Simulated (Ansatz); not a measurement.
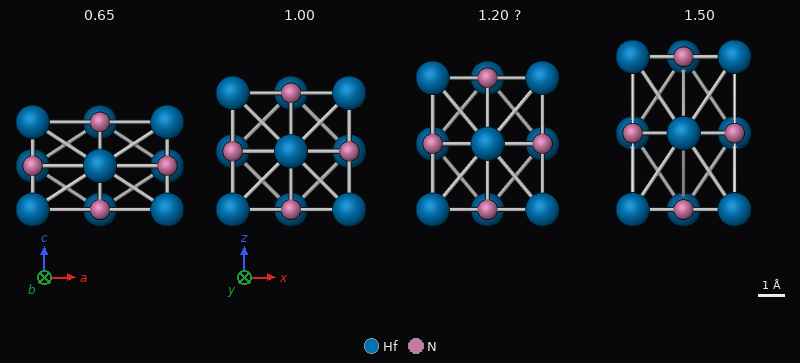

Energy scan for solid HfN (Fm-3m), in which the ratio of the cell's length along z to its lengths across, counted as 1 for the reference, is changed at fixed volume (a tetragonal or Bain path), with the atoms kept at their fractional coordinates. x, y and z are the Cartesian axes of the input. A ball-and-stick model of the conventional cell (4 times the calculation's cell), seen along the b axis. Lengths and directions refer to the drawn axes.

Computed with DFT r2SCAN, scalar-relativistic, plane waves, PAW in Ansatz. Set-up: plane-wave cutoff 500 eV; k-point mesh 20 × 20 × 20; occupations gaussian; smearing width 0.15 eV; no spin polarisation. Energies (free energies at the smearing named) are counted from the cell as listed in its source, which wasn't relaxed.

```
axial ratio over its reference value  energy change (meV/atom)
                               0.650                      3650
                               0.707                      2215
                               0.780                      1009
                               0.850                       387
                               0.920                        91
                               1.000                         0
                               1.100                       100
                               1.200                         ?
                               1.300                       610
                               1.414                      1017
                               1.500                      1387
```

### One row is withheld. What is its energy?

A straight line between the two neighbours gives 355 meV/atom. A cubic through the four nearest rows (1.000, 1.100, 1.300, 1.414) gives, with Lagrange weights, (−0.1723)(0) + (0.6815)(100) + (0.6257)(610) + (−0.1350)(1017) = 313 meV/atom. The calculation gives 325 meV/atom, so the cubic is 12 meV/atom too low and the straight line 30 meV/atom too high, as the curve bends upwards here.

The whole profile:

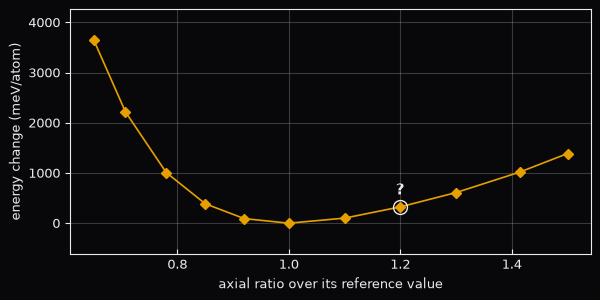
